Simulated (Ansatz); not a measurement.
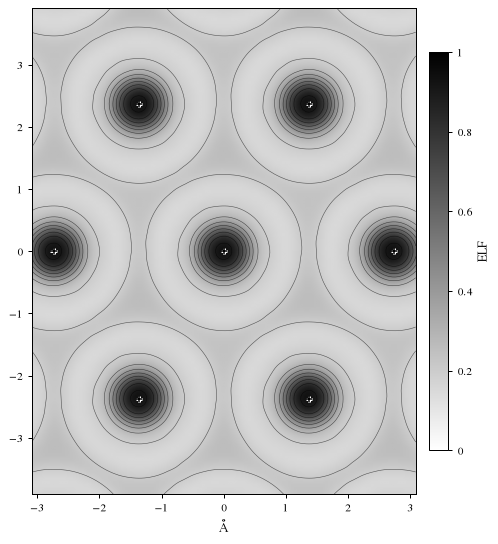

The electron localisation function on a plane through atoms (crosses mark nuclei in the plane).

Level of theory: DFT PBEsol, scalar-relativistic, plane waves, PAW in Ansatz.

Candidates:
A. Al, a = 2.75 Å, b = 2.75 Å, c = 4.37 Å, α = 90.00°, β = 90.00°, γ = 90.00°. Space group I4/mmm; changed on purpose from its base cell (strain -0.040 along x and y, +0.080 along z, atoms carried along); computed without spin polarisation.
B. Cu, a = 2.74 Å, b = 2.74 Å, c = 4.44 Å, α = 90.00°, β = 90.00°, γ = 120.00°. Space group P6₃/mmc; a structure from a database of computed crystals, not necessarily the ambient phase; changed on purpose from its base cell (strain +0.080 along x and y, +0.080 along z, atoms carried along); computed pressure about −22 GPa in this cell; computed without spin polarisation.

Q: Which candidate gave the map?

A: Candidate B: Cu on the (001) plane of the conventional cell, which holds Cu. Cu–Cu (2.74 Å): the ELF is about 0.20 at the midpoint (no shared electron pair shows on this line).
